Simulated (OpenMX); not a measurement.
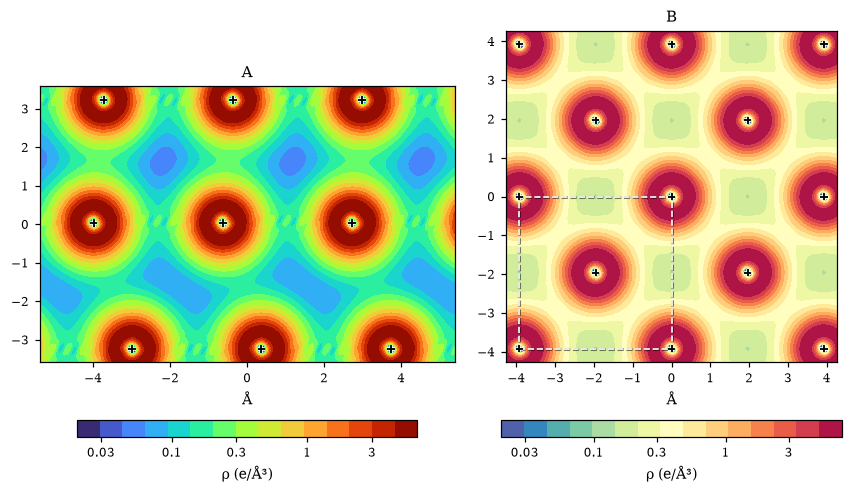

The valence pseudo-density of 2 systems, each on a plane through atoms (crosses mark nuclei in the plane).

The calculation used OpenMX 3.8.5, Kohn-Sham DFT of a periodic cell, LDA, OpenMX 2013 LDA set.

System 1: Pt, the (100) plane of the conventional cell. Space group Fm-3m; computed pressure about −4 GPa in this cell.

System 2: Bi, the (011̄) plane of the conventional cell. Space group P-1; a structure from a database of computed crystals, not necessarily the ambient phase; changed on purpose from its base cell (scf.BufferL.VNA and scf.RadialF.VNA = 6 16; atoms moved at random by about 0.05 A); computed pressure about −3 GPa in this cell.

```
Bi
1.0
    -1.26023    0.00000    3.11355
    -3.48860    3.13258    0.00000
    -3.48860   -3.13258    0.00000
Bi
2
Direct
  0.84607 0.74431 0.74941
  0.15393 0.25569 0.25059
```

**Which map belongs to which system?**

Panel A is system 2, Bi: the plane holds Bi. Bi–Bi (3.20 Å): ρ is about 0.22 e/Å³ halfway. Panel B is system 1, Pt: the plane holds Pt. Pt–Pt (2.77 Å): the density is about 0.43 e/Å³ at the midpoint.
